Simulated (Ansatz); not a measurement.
# Geometry relaxation, with input and output: Hg (part 1 of 2)

System: Hg (Fd-3m, 2 atoms in the cell).
Method: DFT, PBE, PAW with Ansatz's default frozen-core files, scalar-relativistic, no spin polarisation (Ansatz 0.2.0).

The structure was built on a prototype by a generator; it need not be a known phase. Its volume is 0.65 times that of the source entry. It belongs to a series of runs on one base structure; here: diamond relaxed under pressure, PAW files. Figures and captions count atoms from 1; the log counts them from 0 in places.

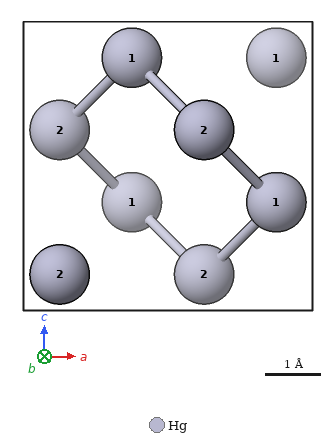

Figure 1. The starting structure (ball-and-stick view of the cell 4 times as large as that of the calculation, set on its symmetry axes, along the b axis; atoms are numbered from 1 in the order of the input). An atom can appear more than once, as a periodic image. Near neighbours in the periodic cell (some may lie outside the picture): Hg has 4 Hg at 2.32 Å.

### Input file
```yaml
crystal:
  lattice:
    - [0.0, 2.6749179233, 2.6749179233]
    - [2.6749179233, 0.0, 2.6749179233]
    - [2.6749179233, 2.6749179233, 0.0]
  atoms:
    - { symbol: Hg, position: [-0.125, -0.125, -0.125] }
    - { symbol: Hg, position: [0.125, 0.125, 0.125] }
kpoints:
  mp_grid: { grid: [12, 12, 12] }
scf:
  occupations: { method: fermi_dirac, width: 0.05 }
hamiltonian:
  xc: pbe
  pseudopotentials: { kind: paw }
output:
  forces: true
  stress: true
  eigenvalues: true
relax:
  f_tol: 0.005
  max_steps: 40
  cell: { p_target: 40.0, stress_tol: 0.03 }
```

Run on 1 thread of Arm Neoverse V1, 24 GiB of memory available, shared host.

Launched with:
```bash
ansatz run input.yaml --threads 1 --pin off --max-ram 3584MiB --backend cpu --events-out ev --progress --plain --runs-dir out
```

### Log
```
Engine: ansatz 0.2.0, aarch64-unknown-linux-gnu
Pseudopotentials: kind: paw
Pseudopotential: Hg, paw, valence charge 20, recommended cutoff 420 eV (normal), Hg.paw.azcp
Functional definition: PBE
  parameter kappa = 0.804
  parameter beta = 0.06672455060314922
  exchange = pbe_x(kappa = kappa, mu = beta*pi^2/3)
  correlation = pbe_c(beta = beta)
Crystal: 2 atoms, lattice volume = 38.279 Å³
Basis set: ecut = 420 eV, 725 PW (Γ), exchange–correlation on 54×54×54 points (8 copies of the dense FFT grid, shifted against one another)
Bands: 24, of which v1, the nominal top of the filled ones, is band 20 counted from 1 (19 counted from 0)
Symmetry: 48 space group operations
Space group: Fd-3m (ITA 227), of the structure as read, at distance tolerance 3.4e-5 Å
k-points: 72 of 1728
Non-local potential: Hg, projectors of the file, l = 0: 3, l = 1: 2, l = 2: 2, l = 3: 1
PAW form: soft (Blöchl's): semilocal exchange-correlation on the pseudo side does not see the compensation charge
PAW one-centre angular grid: Hg, 590 points (default); XC on 64 Gauss nodes
Initial density: superposition of atomic densities (neutral atoms: chi_scale 0, normalization atom), corrected by the library's trained network
Initial wavefunctions: pseudopotential atomic-orbital guess
Functional: x = pbe(κ = 0.804, μ = 0.2195149727645171), c = pbe(β = 0.06672455060314922)
SCF iter   1: F=—  HF=-27620.978393 eV  |F-HF|=—  |Δ(HF+E_count)|=         —  Δρ=2.75e-3  dr2=1.04e-3  ethr=1.77e-3  ⟨swp⟩=6.1  Hψ=7735  notcnv=0
preconditioner: auto → LDOS  [metal: Δε(μ)=0.031 eV  Ē_g=14.258 eV  σ=0.050 eV  W_gap=0.15  n_scr=14 (ndim 8)  ℏωp=29.4 eV  f_vac=0.012  D(μ)=1.20/eV (n_scr^D=14)  β→1.0]
SCF iter   2: F=—  HF=-27620.980401 eV  |F-HF|=—  |Δ(HF+E_count)|=   2.01e-3  Δρ=1.11e-3  dr2=4.98e-4  ethr=2.60e-6  ⟨swp⟩=2.4  Hψ=3626  notcnv=0  defer=4
SCF iter   3: F=—  HF=-27620.980249 eV  |F-HF|=—  |Δ(HF+E_count)|=   1.52e-4  Δρ=4.60e-4  dr2=5.51e-5  ethr=1.24e-6  ⟨swp⟩=2.1  Hψ=2789  notcnv=0  defer=4
SCF iter   4: F=—  HF=-27620.980241 eV  |F-HF|=—  |Δ(HF+E_count)|=   8.25e-6  Δρ=9.35e-5  dr2=4.11e-6  ethr=1.38e-7  ⟨swp⟩=2.0  Hψ=2948  notcnv=0  defer=4
SCF iter   5: F=—  HF=-27620.980242 eV  |F-HF|=—  |Δ(HF+E_count)|=   1.32e-6  Δρ=2.91e-5  dr2=3.76e-7  ethr=1.03e-8  ⟨swp⟩=2.1  Hψ=2399  notcnv=0  defer=4
SCF iter   6: F=-27620.980242 eV  HF=-27620.980242 eV  |F-HF|=3.89e-9  |Δ(HF+E_count)|=   1.92e-7  Δρ=4.10e-6  dr2=6.82e-9  ethr=2.50e-10  ⟨swp⟩=6.2  Hψ=6999  notcnv=0
SCF 1 converged in 6 iterations: F = -27620.980242 eV  dr2 = 6.82e-9
  greatest PAW one-centre occupation: 1.000 electrons in one spin orbital (limit 2), on the Hg atom at site 1 (counted from 0), in its partial waves of l = 0
relax step   1: F+E_penalty+E_count = -27620.98024216 eV  Δ(F+E_penalty+E_count) = +0.000e0 eV  max|allowed force component| = 2.776e-17 eV/Å  Δτ_max = 0.0000 Å  P = +99.717 GPa  Ω = 38.279 Å³  (6 SCF iters, dr2 threshold 1.00e-7 eV, accepted)
Crystal: 2 atoms, lattice volume = 44.155 Å³
Basis set: ecut = 420 eV, 869 PW (Γ), exchange–correlation on 54×54×54 points (8 copies of the dense FFT grid, shifted against one another)
Initial density: handed on by an earlier stage of this run
Initial wavefunctions: those handed on with the density
iter 1 solved again at ethr=2.73e-5 eV; its pass at ethr=3.10e-3 eV (dr2=1.09e-2 eV) is discarded
SCF iter   1: F=—  HF=-27623.674375 eV  |F-HF|=—  |Δ(HF+E_count)|=         —  Δρ=4.73e-3  dr2=1.19e-2  ethr=2.73e-5  ⟨swp⟩=2.6  Hψ=9826  notcnv=0
preconditioner: auto → LDOS  [metal: Δε(μ)=0.019 eV  Ē_g=13.218 eV  σ=0.050 eV  W_gap=0.09  n_scr=14 (ndim 8)  ℏωp=27.4 eV  f_vac=0.051  D(μ)=1.07/eV (n_scr^D=8)  β→1.0]
SCF iter   2: F=—  HF=-27623.670662 eV  |F-HF|=—  |Δ(HF+E_count)|=   3.71e-3  Δρ=1.98e-3  dr2=1.19e-3  ethr=2.73e-5  ⟨swp⟩=2.0  Hψ=2874  notcnv=0
SCF iter   3: F=—  HF=-27623.670948 eV  |F-HF|=—  |Δ(HF+E_count)|=   2.87e-4  Δρ=1.30e-3  dr2=7.20e-4  ethr=2.99e-6  ⟨swp⟩=2.0  Hψ=3021  notcnv=0
SCF iter   4: F=—  HF=-27623.670686 eV  |F-HF|=—  |Δ(HF+E_count)|=   2.63e-4  Δρ=2.07e-4  dr2=1.69e-5  ethr=1.80e-6  ⟨swp⟩=2.0  Hψ=2597  notcnv=0
SCF iter   5: F=—  HF=-27623.670716 eV  |F-HF|=—  |Δ(HF+E_count)|=   3.02e-5  Δρ=3.35e-5  dr2=3.84e-7  ethr=4.22e-8  ⟨swp⟩=2.2  Hψ=2695  notcnv=0
SCF iter   6: F=-27623.670716 eV  HF=-27623.670716 eV  |F-HF|=5.84e-9  |Δ(HF+E_count)|=   3.69e-7  Δρ=4.23e-6  dr2=4.76e-9  ethr=5.00e-10  ⟨swp⟩=5.5  Hψ=6963  notcnv=0
SCF 2 converged in 6 iterations: F = -27623.670716 eV  dr2 = 4.76e-9
relax step   2: F+E_penalty+E_count = -27623.67071621 eV  Δ(F+E_penalty+E_count) = -2.690e0 eV  max|allowed force component| = 4.395e-16 eV/Å  Δτ_max = 0.0000 Å  P = +52.545 GPa  Ω = 44.155 Å³  energy of the carried Pulay correction = -3.059e-3 eV  (6 SCF iters, dr2 threshold 2.00e-7 eV, accepted)
Crystal: 2 atoms, lattice volume = 46.031 Å³
Basis set: ecut = 420 eV, 893 PW (Γ), exchange–correlation on 54×54×54 points (8 copies of the dense FFT grid, shifted against one another)
iter 1 solved again at ethr=2.47e-6 eV; its pass at ethr=3.10e-3 eV (dr2=9.87e-4 eV) is discarded
SCF iter   1: F=—  HF=-27624.227155 eV  |F-HF|=—  |Δ(HF+E_count)|=         —  Δρ=1.33e-3  dr2=1.08e-3  ethr=2.47e-6  ⟨swp⟩=2.1  Hψ=9667  notcnv=0
preconditioner: auto → LDOS  [metal: Δε(μ)=0.038 eV  Ē_g=12.874 eV  σ=0.050 eV  W_gap=0.19  n_scr=14 (ndim 8)  ℏωp=26.8 eV  f_vac=0.080  D(μ)=1.14/eV (n_scr^D=8)  β→1.0]
SCF iter   2: F=—  HF=-27624.226853 eV  |F-HF|=—  |Δ(HF+E_count)|=   3.02e-4  Δρ=8.81e-4  dr2=2.66e-4  ethr=2.47e-6  ⟨swp⟩=2.0  Hψ=2589  notcnv=0
SCF iter   3: F=—  HF=-27624.226806 eV  |F-HF|=—  |Δ(HF+E_count)|=   4.64e-5  Δρ=3.16e-4  dr2=5.12e-5  ethr=6.66e-7  ⟨swp⟩=2.0  Hψ=3016  notcnv=0
SCF iter   4: F=—  HF=-27624.226794 eV  |F-HF|=—  |Δ(HF+E_count)|=   1.24e-5  Δρ=7.88e-5  dr2=4.68e-6  ethr=1.28e-7  ⟨swp⟩=2.0  Hψ=2466  notcnv=0
SCF iter   5: F=-27624.226793 eV  HF=-27624.226793 eV  |F-HF|=9.53e-8  |Δ(HF+E_count)|=   7.11e-7  Δρ=1.78e-5  dr2=1.89e-7  ethr=5.00e-10  ⟨swp⟩=3.1  Hψ=6650  notcnv=0
SCF 3 converged in 5 iterations: F = -27624.226793 eV  dr2 = 1.89e-7
relax step   3: F+E_penalty+E_count = -27624.22679301 eV  Δ(F+E_penalty+E_count) = -5.561e-1 eV  max|allowed force component| = 3.516e-16 eV/Å  Δτ_max = 0.0000 Å  P = +42.904 GPa  Ω = 46.031 Å³  energy of the carried Pulay correction = -3.947e-3 eV  (5 SCF iters, dr2 threshold 2.00e-7 eV, accepted)
Crystal: 2 atoms, lattice volume = 46.700 Å³
Basis set: ecut = 420 eV, 941 PW (Γ), exchange–correlation on 54×54×54 points (8 copies of the dense FFT grid, shifted against one another)
iter 1 solved again at ethr=3.35e-7 eV; its pass at ethr=3.10e-3 eV (dr2=1.34e-4 eV) is discarded
SCF iter   1: F=—  HF=-27624.399280 eV  |F-HF|=—  |Δ(HF+E_count)|=         —  Δρ=4.90e-4  dr2=1.59e-4  ethr=3.35e-7  ⟨swp⟩=2.7  Hψ=9559  notcnv=0
preconditioner: auto → LDOS  [metal: Δε(μ)=0.029 eV  Ē_g=12.751 eV  σ=0.050 eV  W_gap=0.14  n_scr=14 (ndim 8)  ℏωp=26.6 eV  f_vac=0.085  D(μ)=1.19/eV (n_scr^D=8)  β→1.0]
SCF iter   2: F=—  HF=-27624.399240 eV  |F-HF|=—  |Δ(HF+E_count)|=   3.96e-5  Δρ=3.58e-4  dr2=4.49e-5  ethr=3.35e-7  ⟨swp⟩=2.0  Hψ=2590  notcnv=0
SCF iter   3: F=—  HF=-27624.399232 eV  |F-HF|=—  |Δ(HF+E_count)|=   8.32e-6  Δρ=1.12e-4  dr2=7.01e-6  ethr=1.12e-7  ⟨swp⟩=2.0  Hψ=3013  notcnv=0
SCF iter   4: F=—  HF=-27624.399230 eV  |F-HF|=—  |Δ(HF+E_count)|=   1.85e-6  Δρ=2.50e-5  dr2=5.37e-7  ethr=1.75e-8  ⟨swp⟩=2.1  Hψ=2506  notcnv=0
SCF iter   5: F=-27624.399230 eV  HF=-27624.399230 eV  |F-HF|=5.02e-9  |Δ(HF+E_count)|=   2.22e-8  Δρ=5.27e-6  dr2=1.70e-8  ethr=5.00e-10  ⟨swp⟩=4.8  Hψ=6463  notcnv=0
SCF 4 converged in 5 iterations: F = -27624.399230 eV  dr2 = 1.70e-8
relax step   4: F+E_penalty+E_count = -27624.39923011 eV  Δ(F+E_penalty+E_count) = -1.724e-1 eV  max|allowed force component| = 3.654e-16 eV/Å  Δτ_max = 0.0000 Å  P = +39.923 GPa  Ω = 46.700 Å³  energy of the carried Pulay correction = -4.254e-3 eV  (5 SCF iters, dr2 threshold 2.00e-7 eV, accepted)
Crystal: 2 atoms, lattice volume = 46.682 Å³
iter 1 solved again at ethr=2.15e-10 eV; its pass at ethr=3.10e-3 eV (dr2=8.58e-8 eV) is discarded
SCF iter   1: F=—  HF=-27624.394869 eV  |F-HF|=—  |Δ(HF+E_count)|=         —  Δρ=1.17e-5  dr2=5.31e-8  ethr=2.15e-10  ⟨swp⟩=3.0  Hψ=8862  notcnv=0
preconditioner: auto → LDOS  [metal: Δε(μ)=0.028 eV  Ē_g=12.746 eV  σ=0.050 eV  W_gap=0.14  n_scr=14 (ndim 8)  ℏωp=26.6 eV  f_vac=0.085  D(μ)=1.19/eV (n_scr^D=8)  β→1.0]
SCF iter   2: F=-27624.394873 eV  HF=-27624.394873 eV  |F-HF|=3.86e-9  |Δ(HF+E_count)|=   4.14e-6  Δρ=4.58e-6  dr2=7.26e-9  ethr=3.70e-11  ⟨swp⟩=2.6  Hψ=6106  notcnv=0
SCF 5 converged in 2 iterations: F = -27624.394873 eV  dr2 = 7.26e-9
relax step   5: F+E_penalty+E_count = -27624.39487318 eV  Δ(F+E_penalty+E_count) = +4.357e-3 eV  max|allowed force component| = 2.868e-16 eV/Å  Δτ_max = 0.0000 Å  P = +39.998 GPa  Ω = 46.682 Å³  energy of the carried Pulay correction = -4.246e-3 eV  (2 SCF iters, dr2 threshold 1.48e-8 eV, accepted)
Basis set: ecut = 420 eV, 941 PW (Γ), exchange–correlation on 60×60×60 points (8 copies of the dense FFT grid, shifted against one another)
Initial wavefunctions: pseudopotential atomic-orbital guess (no wavefunctions were taken with the density)
iter 1 solved again at ethr=1.99e-7 eV; its pass at ethr=3.10e-3 eV (dr2=7.95e-5 eV) is discarded
SCF iter   1: F=—  HF=-27624.394099 eV  |F-HF|=—  |Δ(HF+E_count)|=         —  Δρ=8.93e-4  dr2=1.53e-5  ethr=1.99e-7  ⟨swp⟩=3.0  Hψ=11701  notcnv=0
preconditioner: auto → LDOS  [metal: Δε(μ)=0.028 eV  Ē_g=12.748 eV  σ=0.050 eV  W_gap=0.14  n_scr=14 (ndim 8)  ℏωp=26.6 eV  f_vac=0.090  D(μ)=1.19/eV (n_scr^D=8)  β→1.0]
SCF iter   2: F=—  HF=-27624.399111 eV  |F-HF|=—  |Δ(HF+E_count)|=   5.01e-3  Δρ=3.80e-5  dr2=1.24e-6  ethr=3.83e-8  ⟨swp⟩=2.0  Hψ=2576  notcnv=0
SCF iter   3: F=—  HF=-27624.399109 eV  |F-HF|=—  |Δ(HF+E_count)|=   2.27e-6  Δρ=1.96e-5  dr2=1.44e-7  ethr=3.11e-9  ⟨swp⟩=2.0  Hψ=2565  notcnv=0
SCF iter   4: F=—  HF=-27624.399109 eV  |F-HF|=—  |Δ(HF+E_count)|=   6.51e-8  Δρ=1.34e-5  dr2=9.71e-8  ethr=3.60e-10  ⟨swp⟩=2.0  Hψ=3022  notcnv=0
SCF iter   5: F=—  HF=-27624.399109 eV  |F-HF|=—  |Δ(HF+E_count)|=   1.91e-8  Δρ=3.68e-6  dr2=1.09e-8  ethr=2.43e-10  ⟨swp⟩=2.1  Hψ=2562  notcnv=0
SCF iter   6: F=—  HF=-27624.399109 eV  |F-HF|=—  |Δ(HF+E_count)|=   3.19e-9  Δρ=9.30e-7  dr2=6.94e-10  ethr=2.74e-11  ⟨swp⟩=2.0  Hψ=2482  notcnv=0
SCF iter   7: F=—  HF=-27624.399109 eV  |F-HF|=—  |Δ(HF+E_count)|=  6.91e-11  Δρ=1.15e-7  dr2=1.08e-11  ethr=1.74e-12  ⟨swp⟩=2.0  Hψ=2573  notcnv=0
SCF iter   8: F=-27624.399109 eV  HF=-27624.399109 eV  |F-HF|=1.46e-11  |Δ(HF+E_count)|=  7.28e-12  Δρ=7.52e-9  dr2=4.62e-14  ethr=1.00e-12  ⟨swp⟩=5.3  Hψ=6762  notcnv=0
SCF 6 converged in 8 iterations: F = -27624.399109 eV  dr2 = 4.62e-14
relax step   6: F+E_penalty+E_count = -27624.39910908 eV  Δ(F+E_penalty+E_count) = -4.236e-3 eV  max|allowed force component| = 3.238e-16 eV/Å  Δτ_max = 0.0000 Å  P = +40.074 GPa  Ω = 46.682 Å³  stress off target by 7.38e-2 GPa  SCF on the basis re-selected at this cell (its energy is not comparable with the rows above)  (8 SCF iters)
basis re-selected at this cell: Δ(F+E_penalty+E_count) = -4.236e-3 eV, ΔP = +0.076 GPa vs the last step (what re-selecting the basis moved, of the pressure what is left beyond the Pulay correction that the steps carried, after the strain that the cell walked since its last selection, with what the two solves' SCF thresholds leave and, on support functions, any second-order correction that the steps lacked; it is no measure of the basis error at this ecutwfc). The dense FFT grid was sized anew with the basis: this SCF ran on 30×30×30 points, the steps before it on 27×27×27, so part of this shift can come from that change (see relax.cell in the input reference). This SCF's stress stands 7.38e-2 GPa from its target on what of the cell is left free (relax.cell.stress_tol is 3.00e-2 GPa) and its largest allowed force component is 3.24e-16 eV/Å (relax.f_tol is 5.00e-3 eV/Å): not within both, so this SCF does not close the relaxation
Crystal: 2 atoms, lattice volume = 46.699 Å³
iter 1 solved again at ethr=1.47e-10 eV; its pass at ethr=3.10e-3 eV (dr2=5.88e-8 eV) is discarded
```
